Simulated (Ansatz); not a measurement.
# Single-point calculation, with input and output: FeCo (part 1 of 2)

System: FeCo (slab, 12 atoms in the cell).
Method: DFT PBEsol, scalar-relativistic, plane waves, PAW, spin-polarised (Ansatz 0.2.0).

The structure derives from an entry of the Crystallography Open Database. It belongs to a series of runs on one base structure; here: (1 1 0) slab cut from the bulk. Figures and captions count atoms from 1; the log counts them from 0 in places.

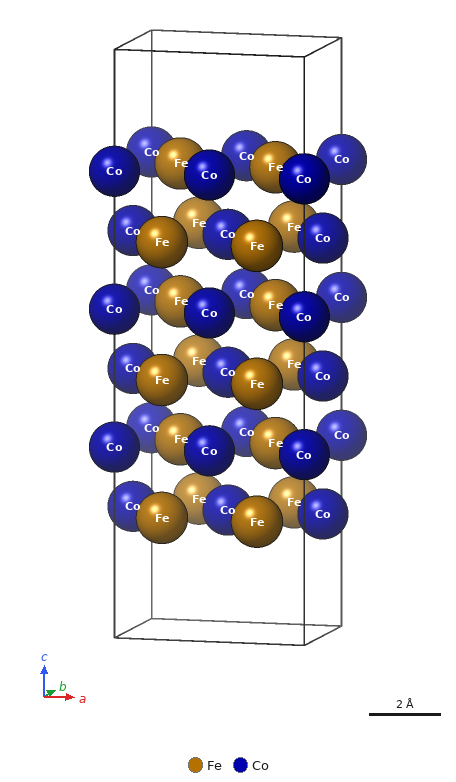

**Figure 1.** The structure (spheres-only view of the 2 × 1 repeat of the cell, with the vacuum cut short, seen slightly off an axis). An atom can appear more than once, as a periodic image.

## The input
```yaml
crystal:
  lattice:
    - [2.8004162579, 0.0, 0.0]
    - [0.0, 3.9603866522, 0.0]
    - [0.0, 0.0, 24.9009666305]
  atoms:
    - { symbol: Fe, position: [0.5, 0.0, 0.3011931268], spin: 2.99 }
    - { symbol: Co, position: [0.0, 0.5, 0.3011931268], spin: 1.98 }
    - { symbol: Fe, position: [0.5, 0.5, 0.3807158761], spin: 2.99 }
    - { symbol: Co, position: [0.0, 0.0, 0.3807158761], spin: 1.98 }
    - { symbol: Fe, position: [0.5, 0.0, 0.4602386254], spin: 2.99 }
    - { symbol: Co, position: [0.0, 0.5, 0.4602386254], spin: 1.98 }
    - { symbol: Fe, position: [0.5, 0.5, 0.5397613746], spin: 2.99 }
    - { symbol: Co, position: [0.0, 0.0, 0.5397613746], spin: 1.98 }
    - { symbol: Fe, position: [0.5, 0.0, 0.6192841239], spin: 2.99 }
    - { symbol: Co, position: [0.0, 0.5, 0.6192841239], spin: 1.98 }
    - { symbol: Fe, position: [0.5, 0.5, 0.6988068732], spin: 2.99 }
    - { symbol: Co, position: [0.0, 0.0, 0.6988068732], spin: 1.98 }
basis:
  ecutwfc: 420
kpoints:
  mp_grid: { grid: [12, 9, 1] }
hamiltonian:
  xc: pbesol
scf:
  occupations: { method: gaussian, width: 0.1 }
output:
  forces: true
  stress: true
  eigenvalues: true
  populations: true
  write_density: true
  write_potential: true
  elf: true
  volumetric_format: npy
magnetization:
  spin_polarized: true
efield:
  axis: 3
  dipole_correction: true
  ramp_width: 0.04
```

Run as:
```bash
ansatz run input.yaml --threads 4 --pin off --max-ram 10240MiB --backend cpu --events-out ev --progress --plain --runs-dir out
```

## Output
```
Engine: ansatz 0.2.0, aarch64-unknown-linux-gnu
Pseudopotentials: kind: paw
Pseudopotential: Fe, paw, valence charge 16, recommended cutoff 420 eV (normal), Fe.paw.azcp
Pseudopotential: Co, paw, valence charge 17, recommended cutoff 420 eV (normal), Co.paw.azcp
Functional definition: PBEsol
  exchange = pbesol_x
  correlation = pbesol_c
Crystal: 12 atoms, lattice volume = 276.170 Å³
Basis set: ecut = 420 eV, 5407 PW (Γ), exchange–correlation on 40×54×360 points (8 copies of the dense FFT grid, shifted against one another)
Bands: 137, of which v1, the nominal top of the filled ones, is band 99 counted from 1 (98 counted from 0)
Symmetry: 4 space group operations
k-points: 35 of 108
Non-local potential: Fe, projectors of the file, l = 0: 3, l = 1: 2, l = 2: 3, l = 3: 1
Non-local potential: Co, projectors of the file, l = 0: 3, l = 1: 2, l = 2: 3, l = 3: 1
PAW form: soft (Blöchl's): semilocal exchange-correlation on the pseudo side does not see the compensation charge
PAW frozen core: Fe, regenerated for the run's functional, and the local potential with it (the file was generated under x = pbe(κ = 0.804, μ = 0.2195149727645171), c = pbe(β = 0.06672455060314922))
PAW frozen core: Co, regenerated for the run's functional, and the local potential with it (the file was generated under x = pbe(κ = 0.804, μ = 0.2195149727645171), c = pbe(β = 0.06672455060314922))
PAW one-centre angular grid: Fe, 590 points (default); XC on 64 Gauss nodes
PAW one-centre angular grid: Co, 590 points (default); XC on 64 Gauss nodes
Initial density: superposition of atomic densities (neutral atoms: chi_scale 0, normalization atom)
Starting moments: Σ|m| = 29.82 μB on 12 of 12 sites
Initial wavefunctions: pseudopotential atomic-orbital guess
Functional: x = pbesol(κ = 0.804, μ = 0.12345679012345678), c = pbesol(β = 0.046)
SCF iter   1: F=—  HF=-57245.601871 eV  |F-HF|=—  |Δ(HF+E_count)|=         —  Δρ=6.17e-2 (↑2.85e-2 ↓6.17e-2)  dr2=2.10e1  dr2_m=1.40e0  M=28.074 μB ∫|m|=28.427 μB  β_m=1.00  ethr=3.10e-3  p=0.000 e·Å  D=1.25e-13 V/Å  ΔV_dip=-0.00 eV  dr2_dipole=3.83e-6  V_vac-E_F(+/−)=7.51/7.51 eV  ⟨swp⟩=8.7  Hψ=46805  notcnv=0  defer=504
Mixer restart at iter 1: flushing history
efield: sawtooth ramp at fractional position 0.9800 (placed from the atoms, in the widest stretch of the axis that holds none; the zero of the levels goes with the place), width 0.0400; the density the first Hamiltonian is built on has a dipole p = 0.000 e·Å; the dipole correction subtracts the counter field D = 1.25e-13 V/Å, which shifts the + side's vacuum level by -0.00 eV against the − side's; the planar-averaged density in the ramp window peaks in size at 7.7e-6 e/Å³
preconditioner: auto → LDOS  [metal: Δε(μ)=0.006 eV  Ē_g=7.822 eV  σ=0.100 eV  W_gap=0.04  n_scr=76 (ndim 8)  ℏωp=22.6 eV  f_vac=0.469  D(μ)=10.39/eV (n_scr^D=76)]
spin=Collinear: LDOS preconditioning applied to the charge; magnetization (m = ρ↑ − ρ↓) channel mixes plain (no charge-response kernel on spin).
SCF iter   2: F=—  HF=-57240.765901 eV  |F-HF|=—  |Δ(HF+E_count)|=    4.84e0  Δρ=1.70e-2 (↑1.70e-2 ↓1.33e-2)  dr2=1.58e0  dr2_m=3.56e-1  M=27.969 μB ∫|m|=28.964 μB  β_m=0.32  ethr=3.10e-3  p=-0.000 e·Å  D=-5.47e-5 V/Å  ΔV_dip=0.00 eV  dr2_dipole=1.22e-4  V_vac-E_F(+/−)=6.66/6.66 eV  ⟨swp⟩=3.2  Hψ=19726  notcnv=0  defer=1254
density mixer auto → msr1: a metal under ldos (density of states about μ 2.28 of a free-electron gas's, 76 screened modes)
SCF iter   3: F=—  HF=-57243.708070 eV  |F-HF|=—  |Δ(HF+E_count)|=    2.94e0  Δρ=9.76e-3 (↑9.69e-3 ↓9.76e-3)  dr2=4.17e-1  dr2_m=1.55e-1  M=27.739 μB ∫|m|=28.836 μB  β_m=0.52  ethr=7.96e-4  p=-0.000 e·Å  D=-3.51e-5 V/Å  ΔV_dip=0.00 eV  dr2_dipole=1.86e-5  V_vac-E_F(+/−)=6.19/6.18 eV  ⟨swp⟩=2.9  Hψ=16172  notcnv=0  defer=1271
SCF iter   4: F=—  HF=-57246.954797 eV  |F-HF|=—  |Δ(HF+E_count)|=    3.25e0  Δρ=8.33e-3 (↑5.30e-3 ↓8.33e-3)  dr2=2.45e-1  dr2_m=5.24e-2  M=27.231 μB ∫|m|=28.522 μB  β_m=0.67  ethr=2.11e-4  p=-0.000 e·Å  D=-6.61e-5 V/Å  ΔV_dip=0.00 eV  dr2_dipole=3.36e-5  V_vac-E_F(+/−)=5.50/5.49 eV  ⟨swp⟩=2.8  Hψ=18814  notcnv=0  defer=1274
SCF iter   5: F=—  HF=-57247.550567 eV  |F-HF|=—  |Δ(HF+E_count)|=   5.96e-1  Δρ=3.59e-3 (↑3.15e-3 ↓3.59e-3)  dr2=8.60e-2  dr2_m=7.21e-3  M=27.004 μB ∫|m|=28.313 μB  β_m=0.68  ethr=1.24e-4  p=0.000 e·Å  D=4.14e-5 V/Å  ΔV_dip=-0.00 eV  dr2_dipole=2.57e-5  V_vac-E_F(+/−)=5.28/5.28 eV  ⟨swp⟩=2.1  Hψ=17261  notcnv=0  defer=1280
SCF iter   6: F=—  HF=-57247.619951 eV  |F-HF|=—  |Δ(HF+E_count)|=   6.94e-2  Δρ=2.28e-3 (↑2.28e-3 ↓1.87e-3)  dr2=2.66e-2  dr2_m=1.54e-3  M=26.897 μB ∫|m|=28.245 μB  β_m=0.62  ethr=4.34e-5  p=-0.000 e·Å  D=-3.71e-5 V/Å  ΔV_dip=0.00 eV  dr2_dipole=2.51e-5  V_vac-E_F(+/−)=5.20/5.19 eV  ⟨swp⟩=2.8  Hψ=19269  notcnv=0  defer=1290
SCF iter   7: F=—  HF=-57247.620463 eV  |F-HF|=—  |Δ(HF+E_count)|=   5.12e-4  Δρ=6.08e-4 (↑4.57e-4 ↓6.08e-4)  dr2=3.78e-3  dr2_m=2.43e-4  M=26.850 μB ∫|m|=28.229 μB  β_m=0.58  ethr=1.35e-5  p=-0.000 e·Å  D=-2.05e-6 V/Å  ΔV_dip=0.00 eV  dr2_dipole=6.11e-7  V_vac-E_F(+/−)=5.14/5.14 eV  ⟨swp⟩=3.5  Hψ=20460  notcnv=0  defer=1289
SCF iter   8: F=—  HF=-57247.620583 eV  |F-HF|=—  |Δ(HF+E_count)|=   1.21e-4  Δρ=1.66e-4 (↑1.31e-4 ↓1.66e-4)  dr2=1.48e-4  dr2_m=2.93e-5  M=26.825 μB ∫|m|=28.224 μB  β_m=0.66  ethr=1.91e-6  p=0.000 e·Å  D=1.75e-6 V/Å  ΔV_dip=-0.00 eV  dr2_dipole=3.55e-8  V_vac-E_F(+/−)=5.10/5.10 eV  ⟨swp⟩=2.2  Hψ=13296  notcnv=0  defer=1289
SCF iter   9: F=—  HF=-57247.620835 eV  |F-HF|=—  |Δ(HF+E_count)|=   2.51e-4  Δρ=1.34e-4 (↑6.86e-5 ↓1.34e-4)  dr2=6.12e-5  dr2_m=1.12e-5  M=26.823 μB ∫|m|=28.230 μB  β_m=0.79  ethr=7.50e-8  p=0.000 e·Å  D=3.12e-7 V/Å  ΔV_dip=-0.00 eV  dr2_dipole=2.20e-7  V_vac-E_F(+/−)=5.09/5.09 eV  ⟨swp⟩=2.7  Hψ=15142  notcnv=0  defer=1289
SCF iter  10: F=—  HF=-57247.620924 eV  |F-HF|=—  |Δ(HF+E_count)|=   8.95e-5  Δρ=9.99e-5 (↑6.64e-5 ↓9.99e-5)  dr2=5.01e-5  dr2_m=2.38e-6  M=26.824 μB ∫|m|=28.233 μB  β_m=0.69  ethr=3.09e-8  p=-0.000 e·Å  D=-2.29e-6 V/Å  ΔV_dip=0.00 eV  dr2_dipole=1.50e-6  V_vac-E_F(+/−)=5.08/5.08 eV  ⟨swp⟩=2.0  Hψ=14935  notcnv=0  defer=1289
SCF iter  11: F=—  HF=-57247.620938 eV  |F-HF|=—  |Δ(HF+E_count)|=   1.45e-5  Δρ=5.02e-5 (↑5.02e-5 ↓4.22e-5)  dr2=1.42e-5  dr2_m=6.92e-7  M=26.826 μB ∫|m|=28.235 μB  β_m=0.55  ethr=2.53e-8  p=0.000 e·Å  D=4.13e-6 V/Å  ΔV_dip=-0.00 eV  dr2_dipole=1.05e-6  V_vac-E_F(+/−)=5.08/5.08 eV  ⟨swp⟩=2.7  Hψ=17008  notcnv=0  defer=1289
SCF iter  12: F=—  HF=-57247.620936 eV  |F-HF|=—  |Δ(HF+E_count)|=   2.91e-6  Δρ=1.25e-5 (↑1.25e-5 ↓1.19e-5)  dr2=5.16e-7  dr2_m=1.99e-7  M=26.825 μB ∫|m|=28.236 μB  β_m=0.70  ethr=7.16e-9  p=-0.000 e·Å  D=-8.24e-7 V/Å  ΔV_dip=0.00 eV  dr2_dipole=1.27e-9  V_vac-E_F(+/−)=5.08/5.08 eV  ⟨swp⟩=3.3  Hψ=17686  notcnv=0  defer=1289
SCF iter  13: F=—  HF=-57247.620936 eV  |F-HF|=—  |Δ(HF+E_count)|=   6.33e-7  Δρ=1.06e-5 (↑8.43e-6 ↓1.06e-5)  dr2=5.87e-7  dr2_m=3.54e-8  M=26.825 μB ∫|m|=28.235 μB  β_m=0.58  ethr=2.61e-10  p=0.000 e·Å  D=2.38e-6 V/Å  ΔV_dip=-0.00 eV  dr2_dipole=2.35e-8  V_vac-E_F(+/−)=5.08/5.08 eV  ⟨swp⟩=2.7  Hψ=18175  notcnv=0  defer=1289
SCF iter  14: F=—  HF=-57247.620936 eV  |F-HF|=—  |Δ(HF+E_count)|=   3.67e-9  Δρ=2.48e-6 (↑2.38e-6 ↓2.48e-6)  dr2=6.04e-8  dr2_m=5.20e-9  M=26.825 μB ∫|m|=28.235 μB  β_m=0.62  ethr=2.61e-10  p=-0.000 e·Å  D=-2.95e-7 V/Å  ΔV_dip=0.00 eV  dr2_dipole=2.17e-9  V_vac-E_F(+/−)=5.08/5.08 eV  ⟨swp⟩=2.4  Hψ=16093  notcnv=0  defer=1289
SCF iter  15: F=—  HF=-57247.620936 eV  |F-HF|=—  |Δ(HF+E_count)|=   1.97e-8  Δρ=3.70e-6 (↑1.68e-6 ↓3.70e-6)  dr2=1.19e-7  dr2_m=5.91e-9  M=26.825 μB ∫|m|=28.235 μB  β_m=0.71  ethr=3.05e-11  p=0.000 e·Å  D=2.44e-7 V/Å  ΔV_dip=-0.00 eV  dr2_dipole=2.23e-9  V_vac-E_F(+/−)=5.08/5.08 eV  ⟨swp⟩=2.6  Hψ=14249  notcnv=0  defer=1289
SCF iter  16: F=-57247.620936 eV  HF=-57247.620936 eV  |F-HF|=7.48e-9  |Δ(HF+E_count)|=   5.37e-9  Δρ=1.23e-6 (↑7.46e-7 ↓1.23e-6)  dr2=9.80e-9  dr2_m=7.06e-10  M=26.825 μB ∫|m|=28.235 μB  ethr=3.05e-11  p=-0.000 e·Å  D=-7.48e-8 V/Å  ΔV_dip=0.00 eV  dr2_dipole=5.91e-10  V_vac-E_F(+/−)=5.08/5.08 eV  ⟨swp⟩=20.0  Hψ=84690  notcnv=0
SCF 1 converged in 16 iterations: F = -57247.620936 eV  dr2 = 9.80e-9
  greatest PAW one-centre occupation: 1.003 electrons in one spin orbital (limit 2), on the Fe atom at site 0 (counted from 0), in its partial waves of l = 1
```

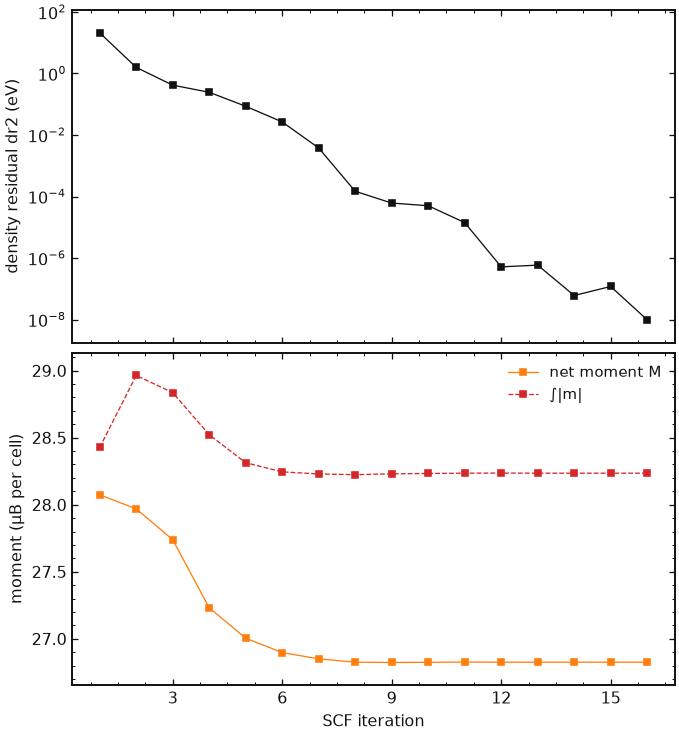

**Figure 2.** Convergence of the self-consistent field: density residual dr2 and magnetic moment against the SCF iteration. The residual falls almost steadily, with no more than small rises. The net moment goes from 28.1 to 26.8 μB per cell.

```
WARN: The output density's exchange-correlation potential varies sharply where the density is thin. Do not read a vacuum level from v_tot or v_xc, or from such a field of the output density. On a cell that repeats whose density bears no net charge and no dipole along the vacuum's axis use v_es (v_loc + v_h of the components); under efield.dipole_correction with no amplitude use v_es + v_field, which holds any external_charges[].barrier, or the levels of the report's work_function block, which leave it out; under a non-zero efield.amplitude the vacuum is tilted and has no level; on a cell that repeats and bears such a dipole with no correction it is tilted too, and efield.dipole_correction with no amplitude gives each side of its ramp a level where efield: is served; in a cell that repeats whose density bears a net charge (total_charge, or a fill off its count) it is curved and has none; of a slab under crystal.periodic whose density bears no net charge use v_es, which has a level on each side, short of where the two are joined; of another it falls or rises all the way out and has none; of a slab beside external_charges read slab_vacuum_level instead, which it has where they leave it neutral. The grid or the basis barely resolves most such structure, and the values can differ between equally converged runs; as a rule a tighter scf.convergence.dr2_threshold does not remove it. Where the density itself ripples (under the LDA too) a higher basis.ecutwfc lessens it. The files hold the spikes' plane waves up to the density's cutoff. Files: v_tot_of_output_density and the like, and their columns of v_z.tsv (output.write_potential); v_xc_of_output_density and the like, and their columns of v_comp_z.tsv (output.write_potential_components). Measured: with its Gaussian average of σ = 0.25 Å subtracted twice, the exchange-correlation potential is over 0.1 eV at 991 of the grid points where the equally averaged density (valence and model cores) is under 1e-3 e/Å³, and 1.25 eV at the most among them, at an averaged density of 3.4e-8 e/Å³. The input density's (outcome.potential() and, of a run that writes arrays, v_tot and v_xc) is over 0.1 eV, so measured, at 18 points of its own thin density, 0.230 eV at the most. See output.write_potential in the manual, Limitations
SCF converged after 16 iterations
Magnetization: 26.8248 μB (112.4124 up, 85.5876 down)
Absolute magnetization: 28.2387 μB (∫|ρ↑−ρ↓|, with the PAW one-centre terms)
Spin contamination: 0.5028 ħ² per cell (⟨S²⟩ above its minimum at these occupations)
Per-site moments (μB) at R_I (Å): [(2.8092328577789147, 1.0004080434592764), (1.764438071635389, 1.0004080434592764), (2.7312586095328575, 1.0004080434592764), (1.7985606935419725, 1.0004080434592764), (2.7261891819013337, 1.0004080428176023), (1.7934591851892214, 1.0004080428176023), (2.726188913259953, 1.0004080428176023), (1.7934625901644787, 1.0004080428176023), (2.7312572281000094, 1.0004080434592764), (1.7985609375238194, 1.0004080434592764), (2.8092290009016154, 1.0004080434592764), (1.7644361365244863, 1.0004080434592764)]
Free energy (F): -57247.620936 eV
Harris-Foulkes:  -57247.620936 eV  (|F-HF|=7.48e-9)
Internal energy: -57247.574273 eV  (E = F + TS)
E sigma→0 (E₀):  -57247.597605 eV
Entropy (-TS):   -0.046663 eV (-3.889 meV/atom)
Fermi energy:    6.566857 eV
Dipole field:    D = -0.000028 V/Å  (p = -0.000043 e·Å, saw-weighted, corrected)
Work function:   Φ+ = 5.0790 eV   Φ− = 5.0783 eV
Levels:          The Fermi level and band energies are counted from a zero that moves with the ramp; work functions are not
--- Per-component energies (eV) ---
  E_band       = -5174.761054
  E_kinetic    = 4814.166005
  E_local      = -398930.101585  (includes V_loc(G=0)·N_el)
  E_nonlocal   = 4073.094493
  E_hartree    = 195859.497412
  E_xc         = -1641.950866
  E_vxc        = -2125.900149  (∫ρ·V_xc dr)
  E_paw        = -16917.168022  (= ΣΔE_a)
  E_vpaw       = -4725.045481  (= ΣTr[D̂ρ^β])
  E_aug_tail   = 0.005569  (compensation charges beyond the density's cutoff)
  E_efield     = 0.000000  (sawtooth field / dipole correction)
  E_vefield    = 0.000000  (∫n·V_field dr)
  E_ewald      = 155492.676996
  E_core_change = 2.205725  (= ΣΔE_core)
  E_smearing   = -0.046663  (= −TS)
  E_closure    = 0.000000  (closes the sum)
  Σ components = -57247.620936   (vs F -57247.620936, Δ=0.00e0)
--- Forces (eV/Å), atoms counted from 1 ---
  atom   1  Fe     0.00000000    -0.00000000    -0.15348747
  atom   2  Co     0.00000000     0.00000000     0.80822826
  atom   3  Fe     0.00000000    -0.00000000    -0.61564355
  atom   4  Co     0.00000000    -0.00000000    -0.11138892
  atom   5  Fe     0.00000000     0.00000000     0.03351010
  atom   6  Co     0.00000000     0.00000000     0.04851735
  atom   7  Fe     0.00000000    -0.00000000    -0.03350346
  atom   8  Co     0.00000000    -0.00000000    -0.04850691
  atom   9  Fe     0.00000000     0.00000000     0.61563332
  atom  10  Co     0.00000000     0.00000000     0.11137984
  atom  11  Fe     0.00000000     0.00000000     0.15349672
  atom  12  Co     0.00000000    -0.00000000    -0.80821780
  max |Σ_I F_I| component: 1.75e-5 eV/Å
--- Stress (GPa, compression-positive) ---
       -3.252886      -0.000000       0.000000
       -0.000000      -1.665870      -0.000000
        0.000000      -0.000000      -1.347928
  P = ⅓ Tr σ = -2.0889 GPa (-20.889 kbar)
--- Band table (eV; the first three rows and the last of 70) ---
```
